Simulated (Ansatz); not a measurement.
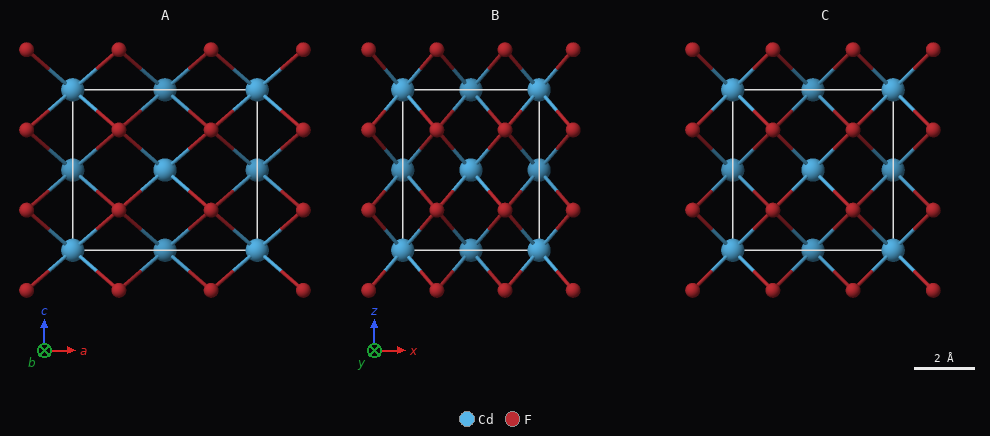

Energy scan for solid CdF2 (Fm-3m), in which the cell is strained along x alone, with the atoms kept at their fractional coordinates. x, y and z are the Cartesian axes of the input. A ball-and-stick model of the conventional cell (4 times the calculation's cell), seen along the b axis. Lengths and directions refer to the drawn axes.

Level of theory: Ansatz, DFT r2SCAN, scalar-relativistic, plane waves, PAW. Set-up: plane-wave cutoff 500 eV; k-point mesh 8 × 8 × 8; occupations gaussian; smearing width 0.05 eV; no spin polarisation. Energies (free energies at the smearing named) are counted from the cell as listed in its source, which wasn't relaxed.

> Order these geometries by energy, lowest first.

Lowest first: C (the strain 0.00, 0.0 meV/atom), A (the strain 0.15, 143.6 meV/atom), B (the strain −0.15, 229.1 meV/atom). Over the whole scan: the lowest computed point lies at the strain 0.00 (0.0 meV/atom). The distortion takes the space group from Fm-3m to I4/mmm. At the strain −0.15 the cell of the drawing goes a 5.388 → 4.580 Å.
